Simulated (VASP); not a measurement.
**Geometry relaxation of SrTiO3 (part 1 of 2)**

- system: SrTiO3 (Pm-3m, 5 atoms in the cell)
- method: Kohn-Sham DFT of a periodic cell, PBEsol, VASP PAW PBE potentials, recommended, no spin polarisation (VASP 6.6.1)

The structure derives from an entry of the Crystallography Open Database.

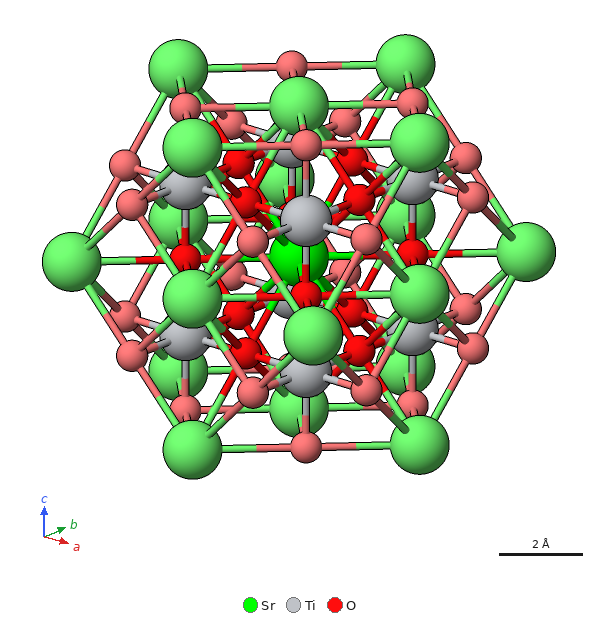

Fig. 1: The starting structure (ball-and-stick view of the cell of the calculation, seen at an oblique angle; neighbours outside the cell are drawn fainter).

## Key numbers

- outcome: converged
- space group (tolerance 0.01 Å): Pm-3m (221)
- electrons treated: 40
- free energy: −42.0233 eV
- Fermi energy: 4.273 eV
- gap on the k-point mesh: 1.82 eV
- pressure: −0.01 GPa
- final volume: 59.08 Å³
- largest force (length of the vector) at the end: under 0.001 eV/Å
- final cell: a = 3.895 Å, b = 3.895 Å, c = 3.895 Å, α = 90.00°, β = 90.00°, γ = 90.00°
- hardware: 1 thread of Intel Xeon @ 2.50GHz (Skylake/Cascade Lake), 64 GiB of memory available, shared host
- wall time: 98 s
- peak memory: 0.23 GiB

## INCAR
```
SYSTEM = SrTiO3
PREC = Accurate ; ENCUT = 600
EDIFF = 1E-6 ; ISMEAR = 0
SIGMA = 0.03 ; LREAL = .False.
LASPH = .True. ; NELM = 80
ALGO = Normal ; ISIF = 3
LWAVE = .False. ; LCHARG = .False.
GGA = PS ; IBRION = 2
NSW = 90 ; EDIFFG = -0.01
```

## KPOINTS
```
Automatic mesh
0
Gamma
  8 8 8
  0 0 0
```

## POSCAR
```
SrTiO3
1.0
    3.9052800000      0.0000000000      0.0000000000
    0.0000000000      3.9052800000      0.0000000000
    0.0000000000      0.0000000000      3.9052800000
Sr Ti O
1 1 3
Direct
    0.5000000000      0.5000000000      0.5000000000
    0.0000000000      0.0000000000      0.0000000000
    0.5000000000      0.0000000000      0.0000000000
    0.0000000000      0.5000000000      0.0000000000
    0.0000000000      0.0000000000      0.5000000000
```

Run as:
```bash
cat potpaw_PBE.64/Sr_sv/POTCAR potpaw_PBE.64/Ti_sv/POTCAR potpaw_PBE.64/O/POTCAR > POTCAR
mpirun -np 1 vasp_std > vasp.out
```

## OSZICAR
```
N       E                     dE             d eps       ncg     rms          rms(c)
DAV:   1     0.462835554140E+03    0.46284E+03   -0.23010E+04  1680   0.200E+03
DAV:   2    -0.123670565875E+01   -0.46407E+03   -0.45618E+03  2024   0.516E+02
DAV:   3    -0.492031574762E+02   -0.47966E+02   -0.45562E+02  2088   0.154E+02
DAV:   4    -0.516169007222E+02   -0.24137E+01   -0.24125E+01  2736   0.317E+01
DAV:   5    -0.516590937053E+02   -0.42193E-01   -0.42190E-01  2280   0.378E+00    0.268E+01
DAV:   6    -0.421049169539E+02    0.95542E+01   -0.62112E+01  2536   0.739E+01    0.167E+01
DAV:   7    -0.421028348146E+02    0.20821E-02   -0.82791E+00  2000   0.222E+01    0.108E+01
DAV:   8    -0.421644060915E+02   -0.61571E-01   -0.22760E+00  2184   0.164E+01    0.364E+00
DAV:   9    -0.420256285067E+02    0.13878E+00   -0.64627E-01  2008   0.829E+00    0.951E-01
DAV:  10    -0.420305231411E+02   -0.48946E-02   -0.13133E-01  2304   0.257E+00    0.837E-01
DAV:  11    -0.420212975917E+02    0.92255E-02   -0.76900E-02  2424   0.227E+00    0.191E-01
DAV:  12    -0.420210233308E+02    0.27426E-03   -0.35200E-03  2032   0.669E-01    0.620E-02
DAV:  13    -0.420210503014E+02   -0.26971E-04   -0.21819E-04  2424   0.117E-01    0.487E-02
DAV:  14    -0.420210375380E+02    0.12763E-04   -0.10478E-04  2104   0.698E-02    0.116E-02
DAV:  15    -0.420210364186E+02    0.11194E-05   -0.18353E-05  2264   0.417E-02    0.614E-03
DAV:  16    -0.420210368975E+02   -0.47888E-06   -0.30426E-06  1544   0.203E-02
   1 F= -.42021037E+02 E0= -.42021037E+02  d E =-.420210E+02
       N       E                     dE             d eps       ncg     rms          rms(c)
DAV:   1    -0.420926755201E+02   -0.71639E-01   -0.20641E+00  1952   0.155E+01    0.246E+00
DAV:   2    -0.420297086016E+02    0.62967E-01   -0.22813E-01  1960   0.482E+00    0.874E-01
DAV:   3    -0.420193337433E+02    0.10375E-01   -0.63101E-02  2176   0.177E+00    0.315E-01
DAV:   4    -0.420200091358E+02   -0.67539E-03   -0.13185E-02  2320   0.642E-01    0.293E-01
DAV:   5    -0.420202176266E+02   -0.20849E-03   -0.12822E-03  2624   0.265E-01    0.234E-01
DAV:   6    -0.420207533530E+02   -0.53573E-03   -0.82063E-04  2160   0.179E-01    0.102E-01
DAV:   7    -0.420209499244E+02   -0.19657E-03   -0.61465E-04  2592   0.158E-01    0.169E-02
DAV:   8    -0.420209630850E+02   -0.13161E-04   -0.90025E-05  2480   0.505E-02    0.754E-03
DAV:   9    -0.420209643674E+02   -0.12824E-05   -0.53851E-06  2232   0.157E-02    0.292E-03
DAV:  10    -0.420209644677E+02   -0.10031E-06   -0.21608E-07   904   0.420E-03
   2 F= -.42020964E+02 E0= -.42020964E+02  d E =0.724298E-04
       N       E                     dE             d eps       ncg     rms          rms(c)
DAV:   1    -0.420415057892E+02   -0.20541E-01   -0.52699E-01  1952   0.789E+00    0.124E+00
DAV:   2    -0.420255750373E+02    0.15931E-01   -0.59121E-02  1960   0.252E+00    0.443E-01
DAV:   3    -0.420229474233E+02    0.26276E-02   -0.16378E-02  2104   0.851E-01    0.180E-01
DAV:   4    -0.420230485000E+02   -0.10108E-03   -0.35438E-03  2416   0.316E-01    0.171E-01
DAV:   5    -0.420231305449E+02   -0.82045E-04   -0.33106E-04  2864   0.176E-01    0.134E-01
DAV:   6    -0.420232480807E+02   -0.11754E-03   -0.21284E-04  2272   0.845E-02    0.564E-02
DAV:   7    -0.420232879616E+02   -0.39881E-04   -0.11202E-04  2896   0.593E-02    0.116E-02
DAV:   8    -0.420232896095E+02   -0.16479E-05   -0.49390E-06  1808   0.169E-02    0.352E-03
DAV:   9    -0.420232893433E+02    0.26613E-06   -0.28023E-06  1952   0.112E-02
   3 F= -.42023289E+02 E0= -.42023289E+02  d E =-.225245E-02
```

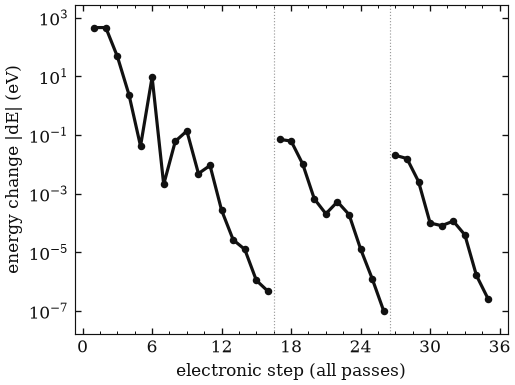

Fig. 2: Convergence of the self-consistent field: energy change |dE| against the electronic step. Each stretch between dotted lines is the SCF of one geometry step of a relaxation. The 3 ionic steps take 9 to 16 electronic steps each. The density is held fixed in the first few steps, and dE rises again when its update begins.

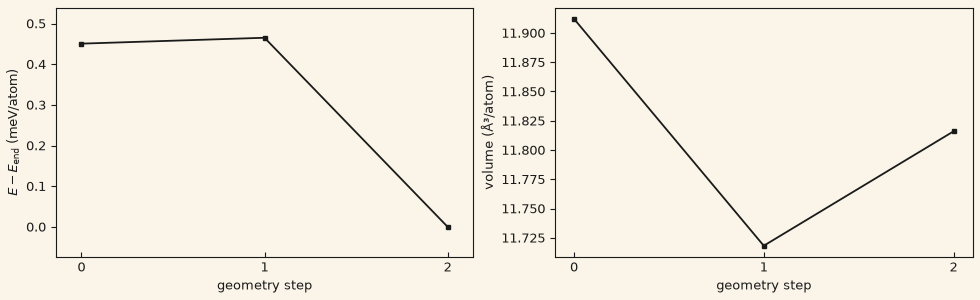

Fig. 3: Progress of the relaxation, step by step (steps are counted from 0). Over 2 geometry steps the energy falls by 0.5 meV per atom. All forces vanish by symmetry, so only the cell relaxes. The atoms keep their places relative to the cell (all moves are under 0.005 Å). 

## Parts of OUTCAR
```
SYSTEM = SrTiO3
   PREC = Accurate
   ENCUT = 600
   EDIFF = 1E-6
   ISMEAR = 0
   LREAL = .False.
   LASPH = .True.
   NELM = 80
   ISIF = 3
   GGA = PS
   IBRION = 2
   NSW = 90
   EDIFFG = -0.01

 ion  position               nearest neighbor table
   1  0.500  0.500  0.500-   3 2.76   4 2.76   5 2.76   3 2.76   4 2.76   3 2.76   5 2.76   3 2.76
                             4 2.76   5 2.76   4 2.76   5 2.76   2 3.38   2 3.38   2 3.38   2 3.38
   2  0.000  0.000  0.000-   3 1.95   4 1.95   5 1.95   5 1.95   4 1.95   3 1.95   1 3.38   1 3.38
                             1 3.38   1 3.38   1 3.38   1 3.38   1 3.38   1 3.38
   3  0.500  0.000  0.000-   2 1.95   2 1.95   1 2.76   1 2.76   1 2.76   1 2.76
   4  0.000  0.500  0.000-   2 1.95   2 1.95   1 2.76   1 2.76   1 2.76   1 2.76
   5  0.000  0.000  0.500-   2 1.95   2 1.95   1 2.76   1 2.76   1 2.76   1 2.76

  LATTYP: Found a simple cubic cell.
 ALAT       =     3.9052800000

  Lattice vectors:

 A1 = (   3.9052800000,   0.0000000000,   0.0000000000)
 A2 = (   0.0000000000,   3.9052800000,   0.0000000000)
 A3 = (   0.0000000000,   0.0000000000,   3.9052800000)

Analysis of symmetry for initial positions (statically):
=====================================================================
 Subroutine PRICEL returns:
 Original cell was already a primitive cell.

 Routine SETGRP: Setting up the symmetry group for a
 simple cubic supercell.

 Subroutine GETGRP returns: Found 48 space group operations
 (whereof 48 operations were pure point group operations)
 out of a pool of 48 trial point group operations.

The static configuration has the point symmetry O_h .

Analysis of symmetry for dynamics (positions and initial velocities):
=====================================================================
 Subroutine PRICEL returns:
 Original cell was already a primitive cell.

 Routine SETGRP: Setting up the symmetry group for a
 simple cubic supercell.

 Subroutine GETGRP returns: Found 48 space group operations
 (whereof 48 operations were pure point group operations)
 out of a pool of 48 trial point group operations.

The dynamic configuration has the point symmetry O_h .

 Subroutine INISYM returns: Found 48 space group operations
 (whereof 48 operations are pure point group operations),
 and found     1 'primitive' translations

----------------------------------------------------------------------------------------

                                     Primitive cell

  volume of cell :      59.5603

  direct lattice vectors                    reciprocal lattice vectors
     3.905280000  0.000000000  0.000000000     0.256063586  0.000000000  0.000000000
     0.000000000  3.905280000  0.000000000     0.000000000  0.256063586  0.000000000
     0.000000000  0.000000000  3.905280000     0.000000000  0.000000000  0.256063586

  length of vectors
     3.905280000  3.905280000  3.905280000     0.256063586  0.256063586  0.256063586

  position of ions in fractional coordinates (direct lattice)
     0.500000000  0.500000000  0.500000000
     0.000000000  0.000000000  0.000000000
     0.500000000  0.000000000  0.000000000
     0.000000000  0.500000000  0.000000000
     0.000000000  0.000000000  0.500000000

  ion indices of the primitive-cell ions
   primitive index   ion index
                 1           1
                 2           2
                 3           3
                 4           4
                 5           5

----------------------------------------------------------------------------------------

 KPOINTS: Automatic mesh

Automatic generation of k-mesh.
 Grid dimensions read from file:
 generate k-points for:    8    8    8

 Generating k-lattice:

  Cartesian coordinates                     Fractional coordinates (reciprocal lattice)
     0.032007948  0.000000000  0.000000000     0.125000000  0.000000000  0.000000000
     0.000000000  0.032007948  0.000000000     0.000000000  0.125000000  0.000000000
     0.000000000  0.000000000  0.032007948     0.000000000  0.000000000  0.125000000

  Length of vectors
     0.032007948  0.032007948  0.032007948

  Shift w.r.t. Gamma in fractional coordinates (k-lattice)
     0.000000000  0.000000000  0.000000000

 Subroutine IBZKPT returns following result:
 ===========================================

 Found     35 irreducible k-points:

 Following reciprocal coordinates:
            Coordinates               Weight
  0.000000  0.000000  0.000000      1.000000
  0.125000  0.000000  0.000000      6.000000
  0.250000  0.000000  0.000000      6.000000
  0.375000  0.000000  0.000000      6.000000
  0.500000  0.000000  0.000000      3.000000
  0.125000  0.125000  0.000000     12.000000
  0.250000  0.125000  0.000000     24.000000
  0.375000  0.125000  0.000000     24.000000
  0.500000  0.125000  0.000000     12.000000
  0.250000  0.250000  0.000000     12.000000
  0.375000  0.250000  0.000000     24.000000
  0.500000  0.250000  0.000000     12.000000
  0.375000  0.375000  0.000000     12.000000
  0.500000  0.375000  0.000000     12.000000
  0.500000  0.500000  0.000000      3.000000
  0.125000  0.125000  0.125000      8.000000
  0.250000  0.125000  0.125000     24.000000
  0.375000  0.125000  0.125000     24.000000
  0.500000  0.125000  0.125000     12.000000
  0.250000  0.250000  0.125000     24.000000
  0.375000  0.250000  0.125000     48.000000
  0.500000  0.250000  0.125000     24.000000
  0.375000  0.375000  0.125000     24.000000
  0.500000  0.375000  0.125000     24.000000
 [... further k-points ...]
   k-points           NKPTS =     35   k-points in BZ     NKDIM =     35   number of bands    NBANDS=     24
   number of dos      NEDOS =    301   number of ions     NIONS =      5
   total plane-waves  NPLWV =  32768
   dimension x,y,z NGX =    32 NGY =   32 NGZ =   32
   dimension x,y,z NGXF=    64 NGYF=   64 NGZF=   64
   ions per type =               1   1   3
   NGX,Y,Z   is equivalent  to a cutoff of  13.62, 13.62, 13.62 a.u.
   NGXF,Y,Z  is equivalent  to a cutoff of  27.24, 27.24, 27.24 a.u.
 SYSTEM =  SrTiO3
   PREC   = accura    normal or accurate (medium, high low for compatibility)
   ISTART =      0    job   : 0-new  1-cont  2-samecut
   ICHARG =      2    charge: 1-file 2-atom 10-const
   ISPIN  =      1    spin polarized calculation?
   LNONCOLLINEAR =      F non collinear calculations
   LSORBIT =      F    spin-orbit coupling
   LASPH  =      T    aspherical Exc in radial PAW
   ENCUT  =  600.0 eV  44.10 Ry    6.64 a.u.   7.80  7.80  7.80*2*pi/ulx,y,z
   NELM   =     80;   NELMIN=  2; NELMDL= -5     # of ELM steps
   EDIFF  = 0.1E-05   stopping-criterion for ELM
   LREAL  =      F    real-space projection
   EDIFFG = -.1E-01   stopping-criterion for IOM
   NSW    =     90    number of steps for IOM
   IBRION =      2    ionic relax: 0-MD 1-quasi-New 2-CG
   NFREE  =      1    steps in history (QN), initial steepest desc. (CG)
   ISIF   =      3    stress and relaxation
   ISYM   =      2    0-nonsym 1-usesym 2-fastsym
   POTIM  = 0.5000    time-step for ionic-motion
   TEBEG  =    0.0;   TEEND  =   0.0 temperature during run
   PSTRESS=    0.0 pullay stress
   NELECT =      40.0000    total number of electrons
   NUPDOWN=      -1.0000    fix difference up-down
   EMIN   =  10.00;   EMAX   =-10.00  energy-range for DOS
   EFERMI =   0.00;   METHOD = LEGACY
   ISMEAR =     0;   SIGMA  =   0.03  broadening in eV -4-tet -1-fermi 0-gaus
   EFERMI_NEDOS =   21; number of points for ismear=-14 and -15
   IALGO  =     38    algorithm
   IMIX   =      4    mixing-type and parameters
     AMIX     =   0.40;   BMIX     =  1.00
     AMIX_MAG =   1.60;   BMIX_MAG =  1.00
  volume/ion in A,a.u.               =      11.91        80.39
  Fermi-wavevector in a.u.,A,eV,Ry     =   1.433648  2.709203 27.964703  2.055348
  Thomas-Fermi vector in A             =   2.553143
   LORBIT       =      0    0 simple, 1 ext, 2 COOP (PROOUT), +10 PAW based schemes
   GGA     = PS    functional components
   LHFCALC =     F    Hartree Fock is set to
   AEXX    =    0.0000 exact exchange contribution
   IVDW    =     0    specifies the selected vdW correction
   LEPSILON=     F    determine dielectric tensor
   LRPA    =     F    only Hartree local field effects (RPA)
 conjugate gradient relaxation of ions
 non-spin polarized calculation
 Gauss-broadening in eV      SIGMA  =   0.03
  energy-cutoff  :      600.00
  volume of cell :       59.56
 maximum number of plane-waves:      2008
 NGX is ok and might be reduce to    32
   NGX = 15   NGY = 15   NGZ = 15

--------------------------------------- Ionic step        1  -------------------------------------------

 number of electron      39.9999979 magnetization

 Free energy of the ion-electron system (eV)
  ---------------------------------------------------
  ext. energy  EPLUGINS =         0.00000000
  ---------------------------------------------------
  free energy    TOTEN  =       -42.02103690 eV

  energy without entropy =      -42.02103690  energy(sigma->0) =      -42.02103690
```
